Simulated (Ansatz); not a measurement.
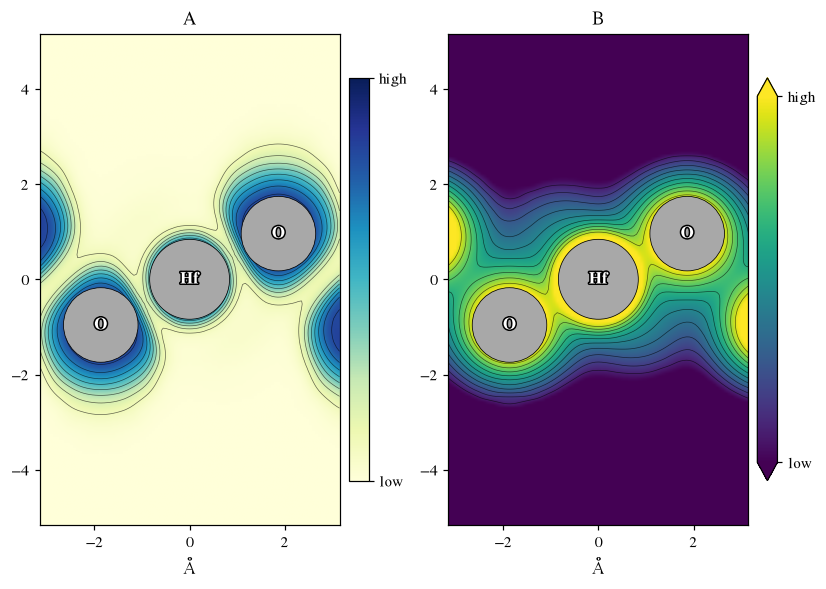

HfO2 (slab): 2 fields on the (110) plane of the calculation cell, a cut from vacuum to vacuum, with unlabelled colour scales. Grey discs cover the atomic cores.

Started from the 1T monolayer prototype, which need not be the ambient phase; not relaxed (largest force 0.3 eV/Å).

These are results of DFT, PBE, plane waves, PAW in Ansatz, not measurements.

**The panels show electron localisation function and valence pseudo-density in some order. Assign them.**

Panel A: electron localisation function. Panel B: valence pseudo-density. From the grid: Hf–O (2.10 Å): the density is about 0.75 e/Å³ at the midpoint; the ELF peaks at about 0.80 in the valence shell of O, 0.6 Å from its nucleus, and drops to about 0.20 between the two atoms (no localised pair shows between them).
